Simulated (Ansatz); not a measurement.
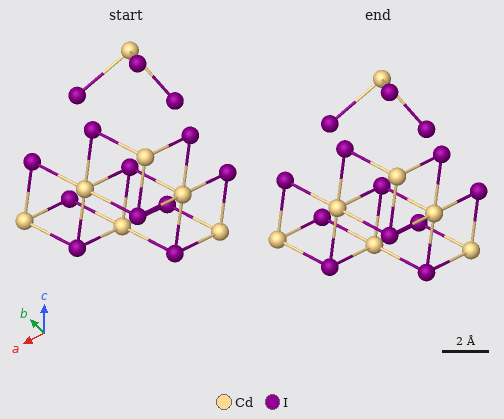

The structure of solid CdI₂ (built on the database structure type) before (left) and after (right) a relaxation, at one scale.

Style: ball-and-stick. Shown: the atoms within 5.8 Å of the atom that moves most (axes of the cell of the calculation), from a free direction.

Computed with Ansatz, DFT, PBE-D3(BJ), plane waves, PAW.

The input:
```yaml
crystal:
  lattice:
    - [4.2887031757, 0.0, 0.0]
    - [-2.1443515879, 3.7141258995, 0.0]
    - [0.0, 0.0, 21.84684629]
  atoms:
    - { symbol: Cd, position: [0.66666667, 0.33333333, 0.33312024] }
    - { symbol: Cd, position: [0.33333333, 0.66666667, 0.66687976] }
    - { symbol: Cd, position: [0.0, 0.0, 0.0] }
    - { symbol: I, position: [0.33333333, 0.66666667, 0.0788668] }
    - { symbol: I, position: [0.33333333, 0.66666667, 0.41169574] }
    - { symbol: I, position: [0.66666667, 0.33333333, 0.9211332] }
    - { symbol: I, position: [0.66666667, 0.33333333, 0.58830426] }
    - { symbol: I, position: [0.0, 0.0, 0.25439532] }
    - { symbol: I, position: [0.0, 0.0, 0.74560468] }
kpoints:
  mp_grid: { grid: [6, 6, 2] }
hamiltonian:
  xc: pbe
  dispersion: d3bj
scf:
  occupations: { method: fermi_dirac, width: 0.02 }
relax:
  f_tol: 0.005
  cell: {}
output:
  write_density: true
  write_potential: true
  elf: true
  volumetric_format: npy
```

Command:
```bash
ansatz run input.yaml --threads 2 --pin off --max-ram 29491MiB --backend cpu --events-out ev --progress --plain --runs-dir out
```

Q: Summarise the run.

A: The largest moves relative to the cell, 0.12 Å, are those of I8 and I9. I9 goes along +c. Cd stays in place. The drawn cell changes as follows: a = b 4.289 → 4.244 Å (−1.1 %), c 21.847 → 20.496 Å (−6.2 %); the volume changes by −8.1 %. Some distances before and after: Cd3–I6 3.017 → 2.999 Å, Cd2–I7 3.013 → 2.999 Å. The space group stays P-3m1 (No. 164). Over 4 accepted moves (5 points after the start) the energy falls by 10.3 meV per atom. Largest force component: 0.051 eV/Å at the start, 0.00091 eV/Å at the end. The pressure goes from −0.69 to 0.00 GPa. At 1 point the geometry stayed and the basis and grid were re-selected for the new cell (energy shift of 0.5 meV per atom at most each time). Cost: 54 s on 2 threads of AMD EPYC 7R13 Processor (Zen 3), on a shared host, peak memory 1 GiB.
